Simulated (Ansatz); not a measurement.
## Geometry relaxation, with input and output: Cu (part 2 of 2)

Cu (slab, 8 atoms in the cell); DFT PBEsol, scalar-relativistic, plane waves, PAW, no spin polarisation (Ansatz 0.2.0); cutoff 420 eV, 12×12×1 k-mesh, Gaussian smearing of 0.1 eV. The structure derives from a Materials Project entry. The input holds or restrains some coordinates. Forces given for the steps count only the free coordinates. It belongs to a series of runs on one base structure; here: clean slab, lower half held.

Geometry of the input (Å; fractional positions):
```
2.5198  0.0000  0.0000
-1.2599  2.1822  0.0000
0.0000  0.0000  31.4117
Cu 0.3333  0.6667  0.2706
Cu 0.0000  0.0000  0.3361
Cu 0.6667  0.3333  0.4017
Cu 0.0000  0.0000  0.4672
Cu 0.3333  0.6667  0.5328
Cu 0.0000  0.0000  0.5983
Cu 0.6667  0.3333  0.6639
Cu 0.0000  0.0000  0.7294
```

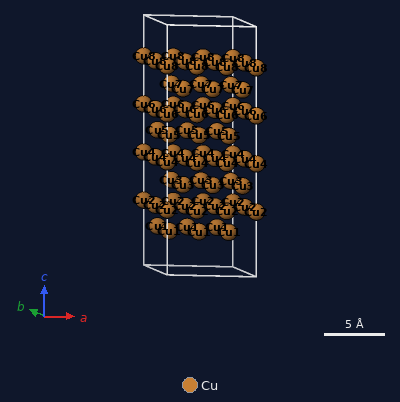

Fig. 1: The geometry at step 2 of the log (spheres-only view of the 3 × 2 repeat of the cell, with the vacuum cut short, seen slightly off an axis; atoms are numbered from 1 in the order of the input).

**Log, continued**
```
SCF iter   1: F=—  HF=-52708.968312 eV  |F-HF|=—  |Δ(HF+E_count)|=         —  Δρ=2.18e-3  dr2=5.97e-3  ethr=2.84e-5  p=0.000 e·Å  D=1.73e-4 V/Å  ΔV_dip=-0.01 eV  dr2_dipole=1.50e-3  V_vac-E_F(+/−)=4.92/4.93 eV  ⟨swp⟩=3.1  Hψ=3432  notcnv=0  defer=155
efield: sawtooth ramp at fractional position 0.9800 (handed on by an earlier solve), width 0.0400; the density the first Hamiltonian is built on has a dipole p = 0.000 e·Å; the dipole correction subtracts the counter field D = 1.73e-4 V/Å, which shifts the + side's vacuum level by -0.01 eV against the − side's; the planar-averaged density in the ramp window peaks in size at 1.9e-5 e/Å³
preconditioner: auto → LDOS  [metal: Δε(μ)=0.017 eV  Ē_g=9.572 eV  σ=0.100 eV  W_gap=0.10  n_scr=26 (ndim 8)  ℏωp=26.5 eV  f_vac=0.455  D(μ)=4.65/eV (n_scr^D=22)  β→1.0]
SCF iter   2: F=—  HF=-52708.967072 eV  |F-HF|=—  |Δ(HF+E_count)|=   1.24e-3  Δρ=1.64e-3  dr2=3.88e-3  ethr=3.93e-6  p=-0.000 e·Å  D=-1.90e-4 V/Å  ΔV_dip=0.01 eV  dr2_dipole=1.00e-4  V_vac-E_F(+/−)=4.94/4.93 eV  ⟨swp⟩=2.4  Hψ=3289  notcnv=0  defer=155
SCF iter   3: F=—  HF=-52708.967166 eV  |F-HF|=—  |Δ(HF+E_count)|=   9.31e-5  Δρ=2.12e-3  dr2=6.68e-3  ethr=2.55e-6  p=0.001 e·Å  D=7.74e-4 V/Å  ΔV_dip=-0.02 eV  dr2_dipole=1.21e-3  V_vac-E_F(+/−)=4.91/4.93 eV  ⟨swp⟩=2.7  Hψ=3114  notcnv=0  defer=155
SCF iter   4: F=—  HF=-52708.966464 eV  |F-HF|=—  |Δ(HF+E_count)|=   7.02e-4  Δρ=7.30e-4  dr2=1.02e-3  ethr=2.55e-6  p=0.001 e·Å  D=5.98e-4 V/Å  ΔV_dip=-0.02 eV  dr2_dipole=2.19e-4  V_vac-E_F(+/−)=4.91/4.93 eV  ⟨swp⟩=2.0  Hψ=2240  notcnv=0  defer=155
SCF iter   5: F=—  HF=-52708.966366 eV  |F-HF|=—  |Δ(HF+E_count)|=   9.76e-5  Δρ=2.28e-4  dr2=1.17e-4  ethr=6.73e-7  p=0.001 e·Å  D=5.57e-4 V/Å  ΔV_dip=-0.02 eV  dr2_dipole=1.81e-5  V_vac-E_F(+/−)=4.91/4.93 eV  ⟨swp⟩=2.0  Hψ=2273  notcnv=0  defer=155
SCF iter   6: F=—  HF=-52708.966335 eV  |F-HF|=—  |Δ(HF+E_count)|=   3.09e-5  Δρ=4.80e-5  dr2=8.49e-6  ethr=7.67e-8  p=0.001 e·Å  D=5.29e-4 V/Å  ΔV_dip=-0.02 eV  dr2_dipole=8.56e-7  V_vac-E_F(+/−)=4.91/4.93 eV  ⟨swp⟩=2.1  Hψ=2802  notcnv=0  defer=155
SCF iter   7: F=—  HF=-52708.966366 eV  |F-HF|=—  |Δ(HF+E_count)|=   3.08e-5  Δρ=1.83e-5  dr2=3.34e-6  ethr=5.59e-9  p=0.000 e·Å  D=5.09e-4 V/Å  ΔV_dip=-0.02 eV  dr2_dipole=8.29e-7  V_vac-E_F(+/−)=4.92/4.93 eV  ⟨swp⟩=2.4  Hψ=2416  notcnv=0  defer=155
SCF iter   8: F=—  HF=-52708.966367 eV  |F-HF|=—  |Δ(HF+E_count)|=   6.86e-7  Δρ=2.62e-5  dr2=2.40e-6  ethr=2.20e-9  p=0.000 e·Å  D=4.94e-4 V/Å  ΔV_dip=-0.02 eV  dr2_dipole=8.46e-7  V_vac-E_F(+/−)=4.92/4.93 eV  ⟨swp⟩=2.0  Hψ=2145  notcnv=0  defer=155
SCF iter   9: F=—  HF=-52708.966367 eV  |F-HF|=—  |Δ(HF+E_count)|=   7.69e-8  Δρ=1.43e-5  dr2=3.02e-7  ethr=1.58e-9  p=0.000 e·Å  D=4.89e-4 V/Å  ΔV_dip=-0.02 eV  dr2_dipole=5.29e-8  V_vac-E_F(+/−)=4.92/4.93 eV  ⟨swp⟩=1.3  Hψ=1639  notcnv=0  defer=155
SCF iter  10: F=-52708.966367 eV  HF=-52708.966367 eV  |F-HF|=5.67e-8  |Δ(HF+E_count)|=   3.52e-9  Δρ=2.79e-6  dr2=2.62e-8  ethr=6.58e-11  p=0.000 e·Å  D=4.91e-4 V/Å  ΔV_dip=-0.02 eV  dr2_dipole=1.84e-9  V_vac-E_F(+/−)=4.92/4.93 eV  ⟨swp⟩=17.8  Hψ=14590  notcnv=0
SCF 3 converged in 10 iterations: F = -52708.966367 eV  dr2 = 2.62e-8
relax step   3: F+E_penalty+E_count = -52708.96636696 eV  Δ(F+E_penalty+E_count) = -4.507e-4 eV  max|allowed force component| = 1.054e-3 eV/Å  Δτ_max = 0.0259 Å  (10 SCF iters, accepted)
WARN: The output density's exchange-correlation potential varies sharply where the density is thin. Do not read a vacuum level from v_tot or v_xc, or from such a field of the output density. On a cell that repeats whose density bears no net charge and no dipole along the vacuum's axis use v_es (v_loc + v_h of the components); under efield.dipole_correction with no amplitude use v_es + v_field, which holds any external_charges[].barrier, or the levels of the report's work_function block, which leave it out; under a non-zero efield.amplitude the vacuum is tilted and has no level; on a cell that repeats and bears such a dipole with no correction it is tilted too, and efield.dipole_correction with no amplitude gives each side of its ramp a level where efield: is served; in a cell that repeats whose density bears a net charge (total_charge, or a fill off its count) it is curved and has none; of a slab under crystal.periodic whose density bears no net charge use v_es, which has a level on each side, short of where the two are joined; of another it falls or rises all the way out and has none; of a slab beside external_charges read slab_vacuum_level instead, which it has where they leave it neutral. The grid or the basis barely resolves most such structure, and the values can differ between equally converged runs; as a rule a tighter scf.convergence.dr2_threshold does not remove it. Where the density itself ripples (under the LDA too) a higher basis.ecutwfc lessens it. The files hold the spikes' plane waves up to the density's cutoff. Files: v_tot_of_output_density and the like, and their columns of v_z.tsv (output.write_potential); v_xc_of_output_density and the like, and their columns of v_comp_z.tsv (output.write_potential_components). Measured: with its Gaussian average of σ = 0.25 Å subtracted twice, the exchange-correlation potential is over 0.1 eV at 10 of the grid points where the equally averaged density (valence and model cores) is under 1e-3 e/Å³, and 0.125 eV at the most among them, at an averaged density of 9.2e-9 e/Å³. The input density's (outcome.potential() and, of a run that writes arrays, v_tot and v_xc) is over 0.1 eV, so measured, at 503 points of its own thin density, 0.246 eV at the most. See output.write_potential in the manual, Limitations
SCF converged after 10 iterations
Free energy (F): -52708.966367 eV
Harris-Foulkes:  -52708.966367 eV  (|F-HF|=5.67e-8)
Internal energy: -52708.943029 eV  (E = F + TS)
E sigma→0 (E₀):  -52708.954698 eV
Entropy (-TS):   -0.023338 eV (-2.917 meV/atom)
Fermi energy:    6.866387 eV
Dipole field:    D = 0.000429 V/Å  (p = 0.000410 e·Å, saw-weighted, corrected)
Work function:   Φ+ = 4.9158 eV   Φ− = 4.9292 eV
Levels:          The Fermi level and band energies are counted from a zero that moves with the ramp; work functions are not
--- Per-component energies (eV) ---
  E_band       = -4368.822874
  E_kinetic    = 2403.662403
  E_local      = -490888.593592  (includes V_loc(G=0)·N_el)
  E_nonlocal   = 3133.517811
  E_hartree    = 242751.135182
  E_xc         = -712.429674
  E_vxc        = -923.383679  (∫ρ·V_xc dr)
  E_paw        = -13011.156532  (= ΣΔE_a)
  E_vpaw       = -3596.252515  (= ΣTr[D̂ρ^β])
  E_aug_tail   = 0.001986  (compensation charges beyond the density's cutoff)
  E_efield     = 0.000000  (sawtooth field / dipole correction)
  E_vefield    = 0.000686  (∫n·V_field dr)
  E_ewald      = 203613.269770
  E_core_change = 1.649618  (= ΣΔE_core)
  E_smearing   = -0.023338  (= −TS)
  E_closure    = -0.000000  (closes the sum)
  Σ components = -52708.966367   (vs F -52708.966367, Δ=0.00e0)
--- Forces (eV/Å), atoms counted from 1 ---
  atom   1  Cu    -0.00000000    -0.00000000     0.09741335
  atom   2  Cu    -0.00000000     0.00000000    -0.02247205
  atom   3  Cu     0.00000000     0.00000000    -0.02809532
  atom   4  Cu     0.00000000     0.00000000    -0.04718340
  atom   5  Cu    -0.00000000    -0.00000000    -0.00048186
  atom   6  Cu    -0.00000000     0.00000000    -0.00057762
  atom   7  Cu     0.00000000     0.00000000     0.00036151
  atom   8  Cu    -0.00000000    -0.00000000     0.00105378
  max |Σ_I F_I| component: 1.84e-5 eV/Å
--- Band table (eV; the first three rows and the last of 19) ---
  k-point 0: bands = ["-105.4686", "-105.4657", "-105.4604", "-105.4582", "-105.4435", "-105.3873", "-105.2221", "-105.2209", "-63.0456", "-63.0182", "-63.0028", "-62.9731", "-62.9401", "-62.9378", "-62.9378", "-62.9371", "-62.9371", "-62.9291", "-62.9291", "-62.9274", "-62.9274", "-62.9050", "-62.9038", "-62.9038", "-62.8471", "-62.8471", "-62.7275", "-62.7275", "-62.7250", "-62.7250", "-62.6847", "-62.6843", "-2.7634", "-2.3721", "-1.7585", "-0.9151", "0.0201", "0.8471", "1.3538", "1.5182", "3.5413", "3.5618", "3.7001", "3.7107", "3.7500", "3.7500", "3.7631", "3.7631", "3.7965", "3.8083", "3.8083", "3.8491", "3.8491", "3.9068", "3.9068", "3.9486", "3.9486", "4.0353", "4.0792", "4.0792", "4.0862", "4.0862", "4.5300", "4.5300", "4.6248", "4.6248", "4.7052", "4.7052", "4.7590", "4.8590", "4.8590", "5.0172", "5.0172", "5.1226", "5.1226", "5.2168", "5.2168", "5.2508", "5.2508", "6.0599", "6.3012", "11.2078", "11.3951", "12.0660", "12.2905", "13.5608", "13.6938", "15.3961", "15.6995", "17.7284", "18.0240", "20.4363"]
  k-point 1: bands = ["-105.4677", "-105.4649", "-105.4596", "-105.4574", "-105.4429", "-105.3865", "-105.2213", "-105.2202", "-63.0432", "-63.0166", "-63.0019", "-62.9740", "-62.9453", "-62.9441", "-62.9417", "-62.9397", "-62.9388", "-62.9355", "-62.9313", "-62.9308", "-62.9290", "-62.9100", "-62.9052", "-62.9046", "-62.8534", "-62.8487", "-62.7340", "-62.7315", "-62.7291", "-62.7266", "-62.6840", "-62.6836", "-2.5326", "-2.1446", "-1.5367", "-0.7018", "0.2222", "1.0347", "1.5200", "1.6654", "3.4398", "3.4802", "3.5797", "3.6239", "3.6595", "3.7180", "3.7423", "3.7711", "3.8267", "3.8323", "3.8533", "3.8753", "3.8878", "3.9108", "3.9213", "3.9787", "3.9935", "4.0160", "4.0384", "4.0767", "4.1510", "4.1611", "4.2643", "4.4754", "4.4821", "4.5949", "4.5983", "4.7036", "4.7238", "4.8364", "4.8560", "4.9205", "5.0164", "5.0244", "5.1269", "5.2241", "5.2577", "5.2660", "5.7216", "6.6138", "6.9577", "11.3470", "11.6025", "12.2460", "12.4914", "13.7688", "13.8732", "15.6056", "15.8885", "17.9356", "18.2189", "20.6400"]
  k-point 2: bands = ["-105.4652", "-105.4628", "-105.4577", "-105.4553", "-105.4412", "-105.3845", "-105.2192", "-105.2181", "-63.0367", "-63.0129", "-62.9999", "-62.9783", "-62.9634", "-62.9608", "-62.9539", "-62.9525", "-62.9449", "-62.9434", "-62.9367", "-62.9356", "-62.9331", "-62.9257", "-62.9093", "-62.9049", "-62.8703", "-62.8531", "-62.7516", "-62.7492", "-62.7336", "-62.7311", "-62.6822", "-62.6818", "-1.8576", "-1.4818", "-0.8959", "-0.0959", "0.7799", "1.5362", "1.9557", "2.0469", "3.1928", "3.2447", "3.3286", "3.4116", "3.4415", "3.5356", "3.5629", "3.6498", "3.7084", "3.8335", "3.8581", "3.9037", "3.9570", "3.9744", "4.0247", "4.0452", "4.0756", "4.1126", "4.1190", "4.1695", "4.2006", "4.2965", "4.3250", "4.3638", "4.4481", "4.4768", "4.5505", "4.5917", "4.7090", "4.7122", "4.8514", "4.9195", "5.0115", "5.1343", "5.2385", "5.2391", "5.2765", "5.7382", "6.5209", "7.6129", "8.2091", "11.7550", "12.2222", "12.8272", "13.0960", "14.3931", "14.4274", "16.2332", "16.4569", "18.5509", "18.7952", "21.1797"]
  k-point 18: bands = ["-105.4526", "-105.4515", "-105.4503", "-105.4443", "-105.4333", "-105.3750", "-105.2093", "-105.2082", "-63.0205", "-63.0157", "-63.0149", "-63.0089", "-63.0076", "-63.0035", "-63.0006", "-62.9981", "-62.9881", "-62.9843", "-62.9837", "-62.9718", "-62.9560", "-62.9543", "-62.9541", "-62.9144", "-62.9112", "-62.9070", "-62.7959", "-62.7945", "-62.7935", "-62.7923", "-62.6738", "-62.6737", "2.6356", "2.6422", "2.6553", "2.7009", "2.7192", "2.7321", "2.7538", "2.7644", "2.8047", "2.8724", "2.8944", "2.9234", "2.9333", "3.0765", "3.0878", "3.4835", "3.4949", "3.5034", "3.5642", "3.5912", "3.6465", "3.9663", "3.9813", "4.0349", "4.0418", "4.3295", "4.3644", "4.3833", "4.6645", "4.7129", "4.7396", "4.8596", "5.0702", "5.1130", "5.1206", "5.1619", "5.1717", "5.1899", "5.1948", "5.2223", "10.2030", "10.2236", "10.4002", "10.4487", "10.6361", "10.6644", "10.8601", "11.2004", "11.3430", "11.4632", "11.6109", "11.9817", "13.1759", "13.4994", "13.8515", "14.1225", "14.4891", "14.7974", "15.2699", "15.9299"]
--- Relaxed structure (3 steps of the walk, 3 accepted, 0 SCFs on fresh bases) ---
  F+E_penalty+E_count = -52708.96636696 eV   max|allowed force component| = 1.054e-3 eV/Å
  atoms:
    - { symbol: Cu, position: [0.3333333333333333, 0.6666666666666666, 0.2705998439] }
    - { symbol: Cu, position: [0.0, 0.0, 0.33614274559999996] }
    - { symbol: Cu, position: [0.6666666666666667, 0.33333333333333326, 0.40168564739999996] }
    - { symbol: Cu, position: [0.0, 0.0, 0.4672285491] }
    - { symbol: Cu, position: [0.3333333333333333, 0.6666666666666666, 0.532673352663038] }
    - { symbol: Cu, position: [-5.989071453231089e-19, 5.563397033029124e-33, 0.5979395916657042] }
    - { symbol: Cu, position: [0.6666666666666667, 0.33333333333333326, 0.6629856748049303] }
    - { symbol: Cu, position: [-2.1308220982408297e-18, -1.3661654650561817e-33, 0.728066812715152] }
```

**Trajectory as extended XYZ (Å, eV, eV/Å), 3 frames, from step=1 to step=3**
```
8
Lattice="2.5198 0.0000 0.0000 -1.2599 2.1822 0.0000 0.0000 0.0000 31.4117" Properties=species:S:1:pos:R:3:forces:R:3 step=1 energy=-52708.96515
Cu    0.0000    1.4548    8.5000    0.0000   0.0000   0.0971
Cu    0.0000    0.0000   10.5588    0.0000   0.0000  -0.0225
Cu    1.2599    0.7274   12.6176    0.0000   0.0000  -0.0283
Cu    0.0000    0.0000   14.6764    0.0000   0.0000  -0.0310
Cu    0.0000    1.4548   16.7353    0.0000   0.0000   0.0269
Cu    0.0000    0.0000   18.7941    0.0000   0.0000   0.0303
Cu    1.2599    0.7274   20.8529    0.0000   0.0000  -0.0120
Cu    0.0000    0.0000   22.9117    0.0000   0.0000  -0.0605
8
Lattice="2.5198 0.0000 0.0000 -1.2599 2.1822 0.0000 0.0000 0.0000 31.4117" Properties=species:S:1:pos:R:3:forces:R:3 step=2 energy=-52708.96592
Cu    0.0000    1.4548    8.5000    0.0000   0.0000   0.0972
Cu    0.0000    0.0000   10.5588    0.0000   0.0000  -0.0224
Cu    1.2599    0.7274   12.6176    0.0000   0.0000  -0.0282
Cu    0.0000    0.0000   14.6764    0.0000   0.0000  -0.0368
Cu    0.0000    1.4548   16.7342    0.0000   0.0000   0.0156
Cu    0.0000    0.0000   18.7895    0.0000   0.0000   0.0184
Cu    1.2599    0.7274   20.8421    0.0000   0.0000  -0.0052
Cu    0.0000    0.0000   22.8957    0.0000   0.0000  -0.0387
8
Lattice="2.5198 0.0000 0.0000 -1.2599 2.1822 0.0000 0.0000 0.0000 31.4117" Properties=species:S:1:pos:R:3:forces:R:3 step=3 energy=-52708.96637
Cu    0.0000    1.4548    8.5000    0.0000   0.0000   0.0974
Cu    0.0000    0.0000   10.5588    0.0000   0.0000  -0.0225
Cu    1.2599    0.7274   12.6176    0.0000   0.0000  -0.0281
Cu    0.0000    0.0000   14.6764    0.0000   0.0000  -0.0472
Cu    0.0000    1.4548   16.7322    0.0000   0.0000  -0.0005
Cu    0.0000    0.0000   18.7823    0.0000   0.0000  -0.0006
Cu    1.2599    0.7274   20.8255    0.0000   0.0000   0.0004
Cu    0.0000    0.0000   22.8698    0.0000   0.0000   0.0011
```

**Results in brief**

```json
{"quantity": "outcome", "value": "converged under the restraints of the input"}
{"quantity": "electrons treated", "value": "152"}
{"quantity": "free energy", "value": "−52708.9664 eV"}
{"quantity": "work function, top face", "value": "4.92 eV"}
{"quantity": "work function, bottom face", "value": "4.93 eV"}
{"quantity": "Fermi energy", "value": "6.866 eV"}
{"quantity": "gap on the k-point mesh", "value": "none (metallic)"}
{"quantity": "final volume", "value": "172.72 Å³"}
{"quantity": "work function (upper face)", "value": "4.92 eV"}
{"quantity": "largest force (length of the vector) at the end, held atoms and coordinates included", "value": "0.097 eV/Å"}
{"quantity": "hardware", "value": "2 threads of Intel Xeon @ 2.50GHz (Skylake/Cascade Lake), 32 GiB of memory available, shared host"}
{"quantity": "wall time", "value": "53 s (CPU time 1.8 min)"}
{"quantity": "peak memory", "value": "0.68 GiB"}
```

**Notes**

The program warns: the exchange-correlation potential is rough where the density is thin.
